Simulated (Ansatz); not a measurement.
## Geometry relaxation, with input and output: SnO (part 2 of 2)

SnO (Cmce, 8 atoms in the cell); DFT PBE+D3(BJ), scalar-relativistic, plane waves, PAW, PAW set soft_1, no spin polarisation (Ansatz 0.2.0); cutoff 420 eV, 10×10×4 k-mesh, Gaussian smearing of 0.02 eV. The structure derives from a Materials Project entry.

Geometry of the input (Å; fractional positions):
```
2.7369  -2.7378  0.0000
2.7369  2.7378  0.0000
0.0000  0.0000  10.2220
Sn 0.7365  0.2635  0.8639
Sn 0.2635  0.7365  0.1361
Sn 0.7635  0.2365  0.3639
Sn 0.2365  0.7635  0.6361
O  0.2619  0.2381  0.2500
O  0.7381  0.7619  0.7500
O  0.2381  0.2619  0.7500
O  0.7619  0.7381  0.2500
```

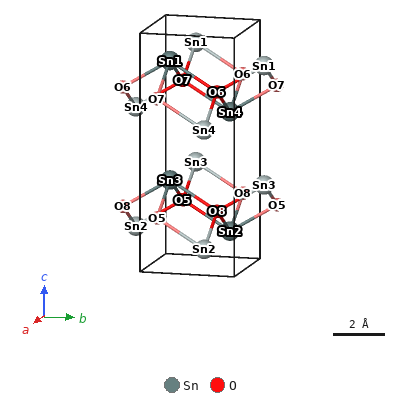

The geometry at step 4 of the log (ball-and-stick view of the cell of the calculation, seen slightly off an axis; neighbours outside the cell are drawn fainter; atoms are numbered from 1 in the order of the input).

## Log, continued
```
relax step   8: F+E_penalty+E_count = -26368.96212649 eV  Δ(F+E_penalty+E_count) = -5.664e-4 eV  max|allowed force component| = 2.641e-3 eV/Å  Δτ_max = 0.0029 Å  P = -0.003 GPa  Ω = 140.135 Å³  energy of the carried Pulay correction = +9.013e-4 eV  (5 SCF iters, dr2 threshold 7.01e-9 eV, accepted)
iter 1 solved again at ethr=1.25e-7 eV; its pass at ethr=3.10e-3 eV (dr2=1.00e-4 eV) is discarded
SCF iter   1: F=—  HF=-26368.961354 eV  |F-HF|=—  |Δ(HF+E_count)|=         —  Δρ=2.65e-5  dr2=2.04e-7  ethr=1.25e-7  ⟨swp⟩=3.2  Hψ=31651  notcnv=0
preconditioner: auto → LDOS  [insulator: Δε(μ)=0.244 eV  Ē_g=18.033 eV  σ=0.020 eV  W_gap=0.69  n_scr=38 (ndim 8)  ℏωp=28.1 eV  f_vac=0.013  D(μ)=0.94/eV (n_scr^D=2)  ε∞_Penn≈3.4  β→1.0]
SCF iter   2: F=—  HF=-26368.961306 eV  |F-HF|=—  |Δ(HF+E_count)|=   4.82e-5  Δρ=1.41e-5  dr2=2.68e-7  ethr=2.55e-10  ⟨swp⟩=3.0  Hψ=8896  notcnv=0
SCF iter   3: F=—  HF=-26368.961306 eV  |F-HF|=—  |Δ(HF+E_count)|=   6.32e-8  Δρ=3.51e-6  dr2=1.07e-8  ethr=2.55e-10  ⟨swp⟩=3.0  Hψ=9420  notcnv=0
SCF iter   4: F=—  HF=-26368.961306 eV  |F-HF|=—  |Δ(HF+E_count)|=   1.00e-9  Δρ=5.84e-7  dr2=3.21e-10  ethr=1.34e-11  ⟨swp⟩=2.0  Hψ=6188  notcnv=0
SCF iter   5: F=-26368.961306 eV  HF=-26368.961306 eV  |F-HF|=7.28e-12  |Δ(HF+E_count)|=  1.09e-11  Δρ=1.04e-7  dr2=4.83e-12  ethr=1.00e-12  ⟨swp⟩=5.5  Hψ=17561  notcnv=0
SCF 9 converged in 5 iterations: F = -26368.961306 eV  dr2 = 4.83e-12
relax step   9: F+E_penalty+E_count = -26368.96130624 eV  Δ(F+E_penalty+E_count) = +8.202e-4 eV  max|allowed force component| = 2.706e-3 eV/Å  Δτ_max = 0.0000 Å  P = -0.011 GPa  Ω = 140.135 Å³  stress off target by 1.41e-2 GPa  SCF on the basis re-selected at this cell (its energy is not comparable with the rows above)  (5 SCF iters)
```

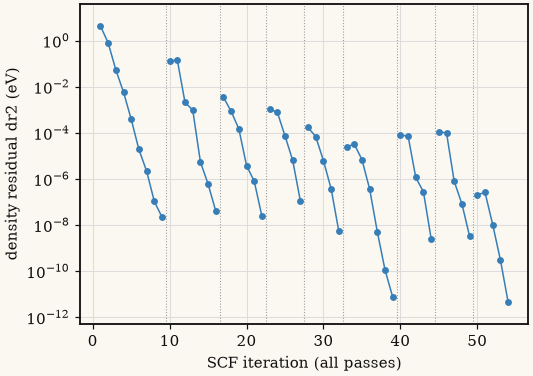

Convergence of the self-consistent field: density residual dr2 against the SCF iteration. The dotted lines part the SCF passes of the relaxation: geometry steps, rejected trials and re-solves on a re-selected basis. The 9 passes take 5 to 9 iterations each, 54 in all.

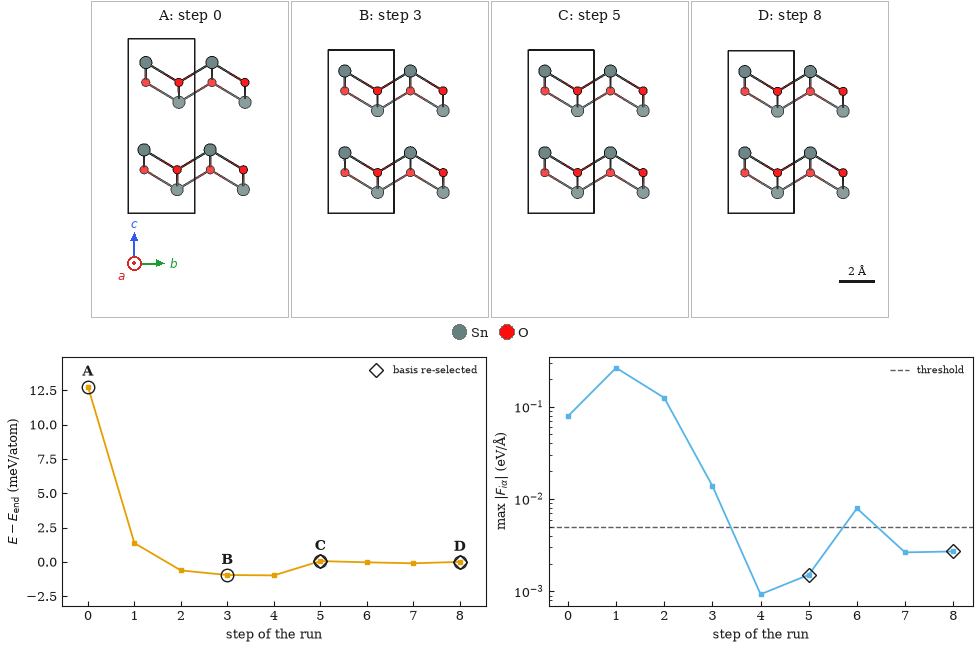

Frames of the relaxation (ball-and-stick view of the cell of the calculation, repeated 1 × 2 × 1, along the a axis) above the curves, on which the letters mark them (the first geometry is step 0 here and step 1 in the log).

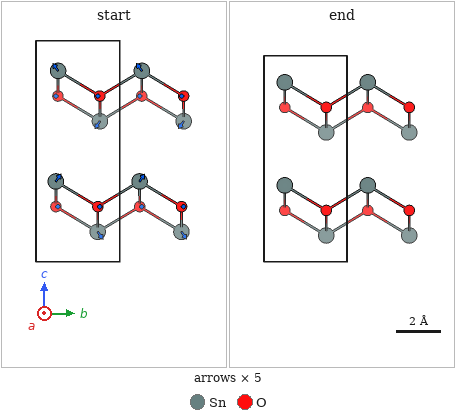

Before (left) and after (right) the relaxation, at one scale (ball-and-stick view of the cell of the calculation, repeated 1 × 2 × 1, along the a axis). The blue arrows give the displacements (without the part carried along by the change of the cell), magnified 5 times. The largest moves relative to the cell, 0.10 Å, are those of Sn1, Sn2, Sn3 and Sn4. Largest moves by element: Sn 0.10 Å, O 0.06 Å. Cell: a = b 3.871 → 3.836 Å (−0.9 %), c 10.222 → 9.522 Å (−6.8 %). Volume −8.5 %. Among the contacts that change: Sn1–O6 2.264 → 2.241 Å. The space group (tolerance 0.01 Å) goes from Cmce (No. 64) to P4/nmm (No. 129). The energy falls by 12.9 meV per atom in 6 geometry steps. Largest force component: 0.079 eV/Å at the start, 0.0027 eV/Å at the end. The pressure goes from −2.23 to −0.01 GPa. The basis was re-selected once at an unchanged geometry, which shifts the energy a little without any move. The energy change given includes the shifts at the re-selections in mid-walk, which come without any move. A last SCF at the same geometry on a re-selected plane-wave basis shifts the energy by +0.1 meV per atom. (Atoms are counted from 1 in the order of the input.)

```
basis re-selected at this cell: Δ(F+E_penalty+E_count) = +8.202e-4 eV, ΔP = -0.008 GPa vs the last step (what re-selecting the basis moved, of the pressure what is left beyond the Pulay correction that the steps carried, after the strain that the cell walked since its last selection, with what the two solves' SCF thresholds leave and, on support functions, any second-order correction that the steps lacked; it is no measure of the basis error at this ecutwfc). This SCF's stress stands 1.41e-2 GPa from its target on what of the cell is left free (relax.cell.stress_tol is 5.00e-2 GPa) and its largest allowed force component is 2.71e-3 eV/Å (relax.f_tol is 5.00e-3 eV/Å): within both
SCF converged after 5 iterations
Free energy (F): -26368.961306 eV
Harris-Foulkes:  -26368.961306 eV  (|F-HF|=7.28e-12)
Internal energy: -26368.961118 eV  (E = F + TS)
E sigma→0 (E₀):  -26368.961212 eV
Entropy (-TS):   -0.000188 eV (-0.023 meV/atom)
Fermi energy:    9.959744 eV
--- Per-component energies (eV) ---
  E_band       = -364.124947
  E_kinetic    = 1344.021790
  E_local      = -5850.014960  (includes V_loc(G=0)·N_el)
  E_nonlocal   = 790.089156
  E_hartree    = 2751.161365
  E_xc         = -789.417427
  E_vxc        = -685.607638  (∫ρ·V_xc dr)
  E_paw        = -18127.421913  (= ΣΔE_a)
  E_vpaw       = -1464.940205  (= ΣTr[D̂ρ^β])
  E_aug_tail   = 0.004152  (compensation charges beyond the density's cutoff)
  E_ewald      = -6485.504088
  E_disp       = -1.879193  (pairwise vdW)
  E_smearing   = -0.000188  (= −TS)
  E_closure    = 0.000000  (closes the sum)
  Σ components = -26368.961306   (vs F -26368.961306, Δ=0.00e0)
--- Forces (eV/Å), atoms counted from 1 ---
  atom   1  Sn     0.00000000    -0.00000657     0.00270634
  atom   2  Sn     0.00000000     0.00000657    -0.00270634
  atom   3  Sn     0.00000000     0.00000657     0.00270634
  atom   4  Sn     0.00000000    -0.00000657    -0.00270634
  atom   5  O      0.00000000    -0.00003627    -0.00000000
  atom   6  O      0.00000000     0.00003627    -0.00000000
  atom   7  O      0.00000000     0.00003627     0.00000000
  atom   8  O      0.00000000    -0.00003627     0.00000000
  max |Σ_I F_I| component: 0.00e0 eV/Å
--- Stress (GPa, compression-positive) ---
       -0.009489       0.000000       0.000000
        0.000000      -0.009477       0.000000
        0.000000       0.000000      -0.014129
  P = ⅓ Tr σ = -0.0110 GPa (-0.110 kbar)
--- Band table (eV; the first three rows and the last of 93) ---
  k-point 0: bands = ["-11.9809", "-11.9601", "-11.5996", "-11.5832", "-11.5832", "-11.5789", "-11.5488", "-11.5457", "-11.5457", "-11.5341", "-11.5273", "-11.5129", "-11.5067", "-11.5048", "-11.5005", "-11.5005", "-11.4913", "-11.4794", "-11.4593", "-11.4593", "-10.0384", "-9.9955", "-7.5243", "-7.5233", "0.8280", "2.5426", "3.1964", "3.8656", "3.8656", "4.0021", "4.0021", "6.5283", "6.6117", "6.8870", "6.8870", "6.9049", "6.9049", "6.9454", "7.8614", "9.9528", "11.7226", "12.1449", "12.7779", "12.7779", "13.5117", "14.4757", "14.4757", "14.6503"]
  k-point 1: bands = ["-11.9780", "-11.9633", "-11.5964", "-11.5818", "-11.5794", "-11.5794", "-11.5544", "-11.5544", "-11.5468", "-11.5329", "-11.5319", "-11.5165", "-11.5072", "-11.4954", "-11.4933", "-11.4912", "-11.4912", "-11.4813", "-11.4637", "-11.4637", "-10.0322", "-10.0018", "-7.5242", "-7.5235", "0.9628", "1.9704", "3.8849", "3.8849", "3.9260", "3.9814", "3.9814", "6.1368", "6.5402", "6.5993", "6.8901", "6.8901", "6.9027", "6.9027", "8.5860", "9.8435", "11.6683", "11.9422", "12.9341", "12.9341", "13.7540", "14.0193", "14.0193", "14.6370"]
  k-point 2: bands = ["-11.9708", "-11.9708", "-11.5890", "-11.5890", "-11.5688", "-11.5688", "-11.5688", "-11.5688", "-11.5410", "-11.5410", "-11.5257", "-11.5257", "-11.4991", "-11.4991", "-11.4869", "-11.4869", "-11.4756", "-11.4756", "-11.4756", "-11.4756", "-10.0171", "-10.0171", "-7.5238", "-7.5238", "1.3564", "1.3564", "3.9324", "3.9324", "3.9324", "3.9324", "5.0054", "5.0054", "6.5693", "6.5693", "6.8967", "6.8967", "6.8967", "6.8967", "9.4034", "9.4034", "11.6831", "11.6831", "13.3780", "13.3780", "13.3780", "13.3780", "14.2758", "14.2758"]
  k-point 92: bands = ["-11.9025", "-11.9025", "-11.9025", "-11.9025", "-11.5599", "-11.5599", "-11.5599", "-11.5599", "-11.5236", "-11.5236", "-11.5236", "-11.5236", "-11.4705", "-11.4705", "-11.4705", "-11.4705", "-11.4582", "-11.4582", "-11.4582", "-11.4582", "-8.3987", "-8.3987", "-8.3987", "-8.3987", "1.1207", "1.1207", "1.1207", "1.1207", "4.7362", "4.7362", "4.7362", "4.7362", "7.5538", "7.5538", "7.5538", "7.5538", "7.6100", "7.6100", "7.6100", "7.6100", "10.8582", "10.8582", "10.8582", "10.8582", "15.1319", "15.1319", "15.1319", "15.1319"]
--- Relaxed structure (7 steps of the walk, 7 accepted, 2 SCFs on fresh bases) ---
  F+E_penalty+E_count = -26368.96130624 eV   max|allowed force component| = 2.706e-3 eV/Å   (the final SCF, on the basis selected at the relaxed cell)
  cell:  # Å, volume = 140.1353 Å³
    - [2.712592772112961, -2.7125925863808584, 0.0]
    - [2.712592772112961, 2.7125925863808584, 0.0]
    - [0.0, 0.0, 9.522444769071868]
  atoms:
    - { symbol: Sn, position: [0.7500039569674664, 0.24999604303253348, 0.871627387753193] }
    - { symbol: Sn, position: [0.24999604303253348, 0.7500039569674664, 0.1283726122468071] }
    - { symbol: Sn, position: [0.7499960430325335, 0.25000395696746647, 0.3716273877531929] }
    - { symbol: Sn, position: [0.25000395696746647, 0.7499960430325335, 0.6283726122468071] }
    - { symbol: O, position: [0.2499948002334817, 0.2500051997665183, 0.25] }
    - { symbol: O, position: [0.7500051997665182, 0.7499948002334815, 0.75] }
    - { symbol: O, position: [0.2500051997665183, 0.2499948002334817, 0.75] }
    - { symbol: O, position: [0.7499948002334815, 0.7500051997665182, 0.25] }
```

## Trajectory as extended XYZ (Å, eV, eV/Å), 9 frames, from step=1 to step=9
```
8
Lattice="2.7369 -2.7378 0.0000 2.7369 2.7378 0.0000 0.0000 0.0000 10.2220" Properties=species:S:1:pos:R:3:forces:R:3 step=1 energy=-26368.85920 pressure_GPa=-2.23
Sn    2.7369   -1.2952    8.8303    0.0000  -0.0485  -0.0788
Sn    2.7369    1.2952    1.3916    0.0000   0.0485   0.0788
Sn    2.7369   -1.4426    3.7193    0.0000   0.0485  -0.0788
Sn    2.7369    1.4426    6.5026    0.0000  -0.0485   0.0788
O     1.3685   -0.0654    2.5555    0.0000   0.0000   0.0000
O     4.1054    0.0654    7.6665    0.0000   0.0000   0.0000
O     1.3685    0.0654    7.6665    0.0000   0.0000   0.0000
O     4.1054   -0.0654    2.5555    0.0000   0.0000   0.0000
8
Lattice="2.6928 -2.6939 0.0000 2.6928 2.6939 0.0000 0.0000 0.0000 9.7263" Properties=species:S:1:pos:R:3:forces:R:3 step=2 energy=-26368.95035 pressure_GPa=-0.26
Sn    2.6928   -1.3512    8.4797    0.0000  -0.0153  -0.2636
Sn    2.6928    1.3512    1.2467    0.0000   0.0153   0.2636
Sn    2.6928   -1.3427    3.6165    0.0000   0.0153  -0.2636
Sn    2.6928    1.3427    6.1098    0.0000  -0.0153   0.2636
O     1.3464    0.0101    2.4316    0.0000  -0.0232   0.0000
O     4.0393   -0.0101    7.2948    0.0000   0.0232   0.0000
O     1.3464   -0.0101    7.2948    0.0000   0.0232   0.0000
O     4.0393    0.0101    2.4316    0.0000  -0.0232   0.0000
8
Lattice="2.7045 -2.7041 0.0000 2.7045 2.7041 0.0000 0.0000 0.0000 9.5935" Properties=species:S:1:pos:R:3:forces:R:3 step=3 energy=-26368.96627 pressure_GPa=0.77
Sn    2.7045   -1.3500    8.3516    0.0000  -0.0142   0.1247
Sn    2.7045    1.3500    1.2419    0.0000   0.0142  -0.1247
Sn    2.7045   -1.3541    3.5549    0.0000   0.0142   0.1247
Sn    2.7045    1.3541    6.0386    0.0000  -0.0142  -0.1247
O     1.3523    0.0019    2.3984    0.0000  -0.0138   0.0000
O     4.0568   -0.0019    7.1951    0.0000   0.0138   0.0000
O     1.3523   -0.0019    7.1951    0.0000   0.0138   0.0000
O     4.0568    0.0019    2.3984    0.0000  -0.0138   0.0000
8
Lattice="2.7139 -2.7138 0.0000 2.7139 2.7138 0.0000 0.0000 0.0000 9.5665" Properties=species:S:1:pos:R:3:forces:R:3 step=4 energy=-26368.96897 pressure_GPa=-0.00
Sn    2.7139   -1.3598    8.3331    0.0000  -0.0086   0.0030
Sn    2.7139    1.3598    1.2335    0.0000   0.0086  -0.0030
Sn    2.7139   -1.3540    3.5498    0.0000   0.0086   0.0030
Sn    2.7139    1.3540    6.0167    0.0000  -0.0086  -0.0030
O     1.3569    0.0063    2.3916    0.0000  -0.0139   0.0000
O     4.0708   -0.0063    7.1749    0.0000   0.0139   0.0000
O     1.3569   -0.0063    7.1749    0.0000   0.0139   0.0000
O     4.0708    0.0063    2.3916    0.0000  -0.0139   0.0000
8
Lattice="2.7139 -2.7140 0.0000 2.7139 2.7140 0.0000 0.0000 0.0000 9.5617" Properties=species:S:1:pos:R:3:forces:R:3 step=5 energy=-26368.96917 pressure_GPa=-0.00
Sn    2.7139   -1.3577    8.3295    0.0000   0.0004   0.0009
Sn    2.7139    1.3577    1.2323    0.0000  -0.0004  -0.0009
Sn    2.7139   -1.3563    3.5486    0.0000  -0.0004   0.0009
Sn    2.7139    1.3563    6.0131    0.0000   0.0004  -0.0009
O     1.3570    0.0007    2.3904    0.0000  -0.0004   0.0000
O     4.0709   -0.0007    7.1713    0.0000   0.0004   0.0000
O     1.3570   -0.0007    7.1713    0.0000   0.0004   0.0000
O     4.0709    0.0007    2.3904    0.0000  -0.0004   0.0000
8
Lattice="2.7139 -2.7140 0.0000 2.7139 2.7140 0.0000 0.0000 0.0000 9.5617" Properties=species:S:1:pos:R:3:forces:R:3 step=6 energy=-26368.96083 pressure_GPa=-0.13
Sn    2.7139   -1.3577    8.3295    0.0000   0.0004   0.0015
Sn    2.7139    1.3577    1.2323    0.0000  -0.0004  -0.0015
Sn    2.7139   -1.3563    3.5486    0.0000  -0.0004   0.0015
Sn    2.7139    1.3563    6.0131    0.0000   0.0004  -0.0015
O     1.3570    0.0007    2.3904    0.0000  -0.0005   0.0000
O     4.0709   -0.0007    7.1713    0.0000   0.0005   0.0000
O     1.3570   -0.0007    7.1713    0.0000   0.0005   0.0000
O     4.0709    0.0007    2.3904    0.0000  -0.0005   0.0000
8
Lattice="2.7136 -2.7136 0.0000 2.7136 2.7136 0.0000 0.0000 0.0000 9.5397" Properties=species:S:1:pos:R:3:forces:R:3 step=7 energy=-26368.96156 pressure_GPa=-0.05
Sn    2.7136   -1.3570    8.3124    0.0000   0.0001   0.0079
Sn    2.7136    1.3570    1.2273    0.0000  -0.0001  -0.0079
Sn    2.7136   -1.3566    3.5425    0.0000  -0.0001   0.0079
Sn    2.7136    1.3566    5.9972    0.0000   0.0001  -0.0079
O     1.3568    0.0002    2.3849    0.0000  -0.0002   0.0000
O     4.0704   -0.0002    7.1548    0.0000   0.0002   0.0000
O     1.3568   -0.0002    7.1548    0.0000   0.0002   0.0000
O     4.0704    0.0002    2.3849    0.0000  -0.0002   0.0000
8
Lattice="2.7126 -2.7126 0.0000 2.7126 2.7126 0.0000 0.0000 0.0000 9.5224" Properties=species:S:1:pos:R:3:forces:R:3 step=8 energy=-26368.96213 pressure_GPa=-0.00
Sn    2.7126   -1.3563    8.3000    0.0000   0.0000   0.0026
Sn    2.7126    1.3563    1.2224    0.0000   0.0000  -0.0026
Sn    2.7126   -1.3563    3.5388    0.0000   0.0000   0.0026
Sn    2.7126    1.3563    5.9836    0.0000   0.0000  -0.0026
O     1.3563    0.0000    2.3806    0.0000   0.0000   0.0000
O     4.0689    0.0000    7.1418    0.0000   0.0000   0.0000
O     1.3563    0.0000    7.1418    0.0000   0.0000   0.0000
O     4.0689    0.0000    2.3806    0.0000   0.0000   0.0000
8
Lattice="2.7126 -2.7126 0.0000 2.7126 2.7126 0.0000 0.0000 0.0000 9.5224" Properties=species:S:1:pos:R:3:forces:R:3 step=9 energy=-26368.96131 pressure_GPa=-0.01
Sn    2.7126   -1.3563    8.3000    0.0000   0.0000   0.0027
Sn    2.7126    1.3563    1.2224    0.0000   0.0000  -0.0027
Sn    2.7126   -1.3563    3.5388    0.0000   0.0000   0.0027
Sn    2.7126    1.3563    5.9836    0.0000   0.0000  -0.0027
O     1.3563    0.0000    2.3806    0.0000   0.0000   0.0000
O     4.0689    0.0000    7.1418    0.0000   0.0000   0.0000
O     1.3563    0.0000    7.1418    0.0000   0.0000   0.0000
O     4.0689    0.0000    2.3806    0.0000   0.0000   0.0000
```

## Results in brief

| quantity | value |
| --- | --- |
| outcome | converged |
| space group (tolerance 0.01 Å) | Cmce (64) → P4/nmm (129) |
| electrons treated | 80 |
| free energy | −26368.9613 eV |
| Fermi energy | 9.960 eV |
| gap on the k-point mesh | none (metallic) |
| pressure | −0.01 GPa |
| final volume | 140.14 Å³ |
| largest force (length of the vector) at the end | 0.003 eV/Å |
| final cell | a = 3.836 Å, b = 3.836 Å, c = 9.522 Å, α = 90.00°, β = 90.00°, γ = 90.00° |
| hardware | 1 thread of Arm Neoverse V2, 24 GiB of memory available, shared host |
| wall time | 4.7 min |
| peak memory | 0.7 GiB |
